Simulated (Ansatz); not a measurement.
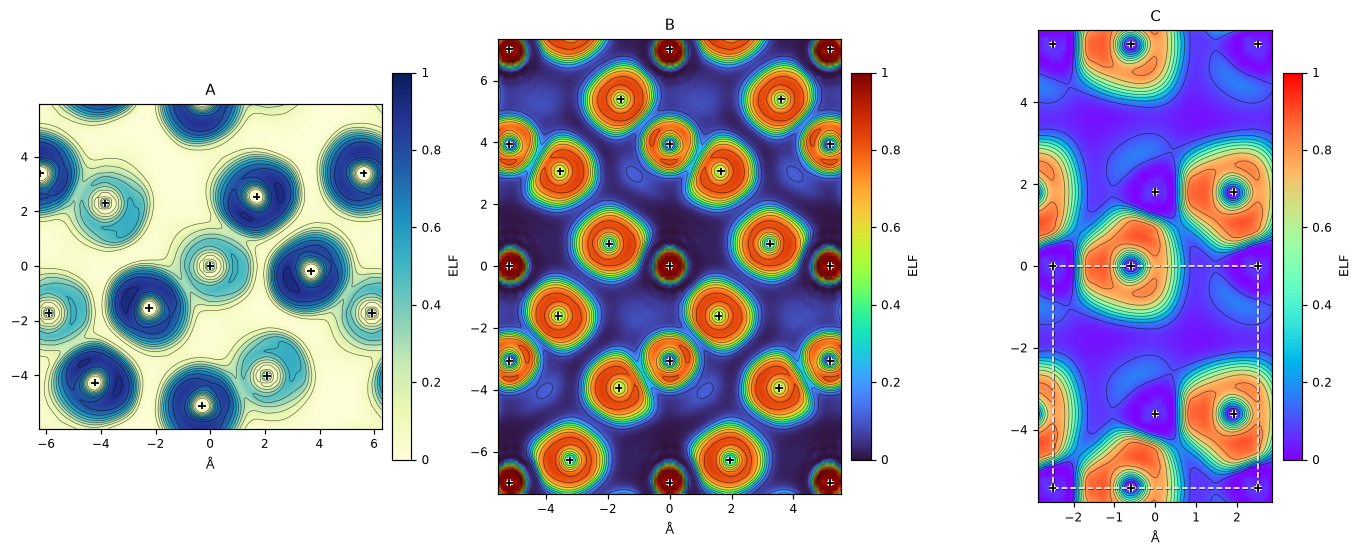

The ELF of 3 systems, each on a plane through atoms (crosses mark nuclei in the plane).

Method: DFT PBE, scalar-relativistic, plane waves, PAW in Ansatz.

System 1: LiNbO$_{3}$, the (010) plane of the conventional cell. Space group R3c.

```yaml
crystal:
  lattice:
    - [-2.59475, 4.49424, 0.00000]
    - [5.18950, 0.00000, 0.00000]
    - [0.00000, 0.00000, -14.01448]
  atoms:
    - { symbol: Li, position: [0.00000, 0.00000, 0.71840] }
    - { symbol: Li, position: [0.33333, 0.66667, 0.38507] }
    - { symbol: Li, position: [0.66667, 0.33333, 0.05173] }
    - { symbol: Li, position: [0.33333, 0.66667, 0.88507] }
    - { symbol: Li, position: [0.66667, 0.33333, 0.55173] }
    - { symbol: Li, position: [0.00000, 0.00000, 0.21840] }
    - { symbol: Nb, position: [0.00000, 0.00000, 0.99955] }
    - { symbol: Nb, position: [0.33333, 0.66667, 0.66621] }
    - { symbol: Nb, position: [0.66667, 0.33333, 0.33288] }
    - { symbol: Nb, position: [0.66667, 0.33333, 0.83288] }
    - { symbol: Nb, position: [0.00000, 0.00000, 0.49955] }
    - { symbol: Nb, position: [0.33333, 0.66667, 0.16621] }
    - { symbol: O, position: [0.34211, 0.04719, 0.93675] }
    - { symbol: O, position: [0.67544, 0.71386, 0.60341] }
    - { symbol: O, position: [0.00877, 0.38052, 0.27008] }
    - { symbol: O, position: [0.70508, 0.65789, 0.93675] }
    - { symbol: O, position: [0.03842, 0.32456, 0.60341] }
    - { symbol: O, position: [0.37175, 0.99123, 0.27008] }
    - { symbol: O, position: [0.95281, 0.29492, 0.93675] }
    - { symbol: O, position: [0.28614, 0.96158, 0.60341] }
    - { symbol: O, position: [0.61948, 0.62825, 0.27008] }
    - { symbol: O, position: [0.61948, 0.99123, 0.77008] }
    - { symbol: O, position: [0.95281, 0.65789, 0.43675] }
    - { symbol: O, position: [0.28614, 0.32456, 0.10341] }
    - { symbol: O, position: [0.00877, 0.62825, 0.77008] }
    - { symbol: O, position: [0.34211, 0.29492, 0.43675] }
    - { symbol: O, position: [0.67544, 0.96158, 0.10341] }
    - { symbol: O, position: [0.37175, 0.38052, 0.77008] }
    - { symbol: O, position: [0.70508, 0.04719, 0.43675] }
    - { symbol: O, position: [0.03842, 0.71386, 0.10341] }
```

System 2: AlN, the (110) plane of the conventional cell. Space group P6₃mc.

```yaml
crystal:
  lattice:
    - [3.13025, 0.00000, 0.00000]
    - [-1.56512, 2.71087, 0.00000]
    - [0.00000, 0.00000, 5.01796]
  atoms:
    - { symbol: Al, position: [0.33333, 0.66667, 0.99923] }
    - { symbol: Al, position: [0.66667, 0.33333, 0.49923] }
    - { symbol: N, position: [0.33333, 0.66667, 0.38077] }
    - { symbol: N, position: [0.66667, 0.33333, 0.88077] }
```

System 3: Bi$_{2}$S$_{3}$, the (010) plane of the conventional cell. Space group Pnma.

```
Bi S
1.0
    11.83831    0.00000    0.00000
     0.00000    4.01918    0.00000
     0.00000    0.00000   11.19044
Bi S
8 12
Direct
  0.47906 0.25000 0.32692
  0.02094 0.75000 0.82692
  0.97906 0.25000 0.17308
  0.52094 0.75000 0.67308
  0.34567 0.75000 0.03235
  0.15433 0.25000 0.53235
  0.84567 0.75000 0.46765
  0.65433 0.25000 0.96765
  0.29000 0.25000 0.19024
  0.21000 0.75000 0.69024
  0.79000 0.25000 0.30976
  0.71000 0.75000 0.80976
  0.54680 0.75000 0.12990
  0.95320 0.25000 0.62990
  0.04680 0.75000 0.37010
  0.45320 0.25000 0.87010
  0.37763 0.75000 0.44605
  0.12237 0.25000 0.94605
  0.87763 0.75000 0.05395
  0.62237 0.25000 0.55395
```

> Match each panel to its system.

Panel A is system 3, Bi$_{2}$S$_{3}$: the plane holds Bi and S. Bi–S (2.62 Å): the ELF peaks at about 0.85 in the valence shell of S, 0.9 Å from its nucleus, and is about 0.50 at the midpoint. Panel B is system 1, LiNbO$_{3}$: the plane holds Li, Nb and O. Nb–O (1.88 Å): the ELF peaks at about 0.80 in the valence shell of O, 0.5 Å from its nucleus, and drops to about 0.30 between the two atoms; no shared electron pair shows on this line. Panel C is system 2, AlN: the plane holds Al and N. Al–N (1.90 Å): the ELF peaks at about 0.90 between the atoms, as expected for a shared but strongly polarised pair.
